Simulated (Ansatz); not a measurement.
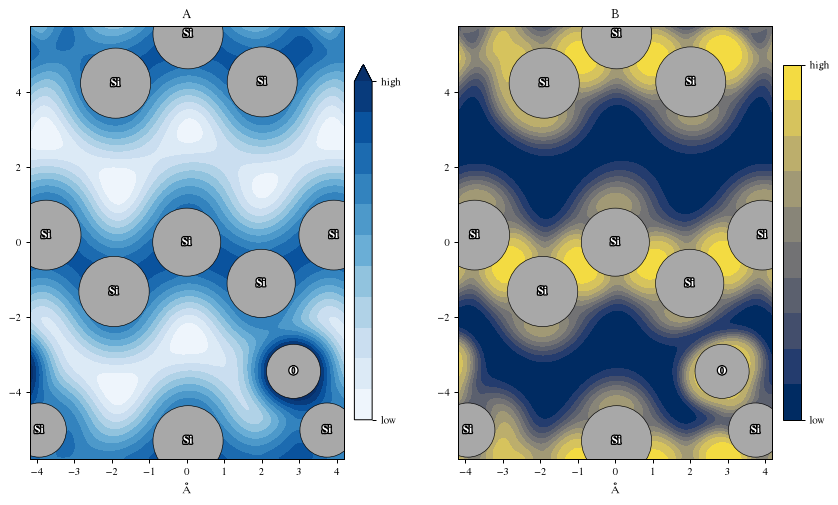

Si₁₆O (cell with a defect): 2 fields on the (11̄0) plane of the calculation cell, with unlabelled colour scales. Grey discs cover the atomic cores.

PAW files of the earlier set (soft_1); the program warned that a starting moment wasn't kept; spin-polarised, but the moments vanished.

Theory: DFT LDA, scalar-relativistic, plane waves, PAW in Ansatz.

Question: The panels show electron localisation function and valence pseudo-density in some order. Assign them.

Answer: Panel A: valence pseudo-density. Panel B: electron localisation function. From the grid: Si–O (1.81 Å): ρ is about 0.83 e/Å³ halfway; the ELF peaks at about 0.80 between the atoms: a shared but strongly polarised pair. Si–Si (2.28 Å): ρ at the midpoint is about 0.62 e/Å³; the ELF peaks at about 0.95 between the atoms: a covalent bond.
